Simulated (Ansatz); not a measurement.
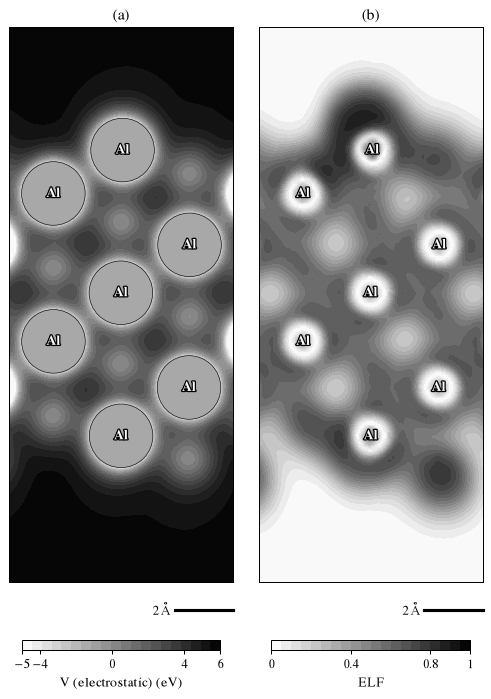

Al (slab). (a) electrostatic potential (local pseudopotential plus Hartree) felt by an electron; (b) ELF on the (100) plane of the calculation cell, a cut from vacuum to vacuum. Grey discs cover the atomic cores in the potential map.

Theory: DFT PBEsol, scalar-relativistic, plane waves, PAW (Ansatz).

In a PAW calculation such maps are meaningful between the atoms, not at the nuclei.

### What do the fields say about this system?

Atoms in the plane: Al. Al–Al (2.79 Å): the ELF peaks at about 0.80 between the atoms. Al–Al (2.85 Å): the ELF peaks at about 0.65 between the atoms. Al–Al (2.86 Å): the ELF peaks at about 0.65 between the atoms. Outside the cores the potential energy rises away from the atoms and is highest in the vacuum; its zero is arbitrary.

### Does the calculation give a band gap?

It is gapless in this calculation (a metal or semimetal).
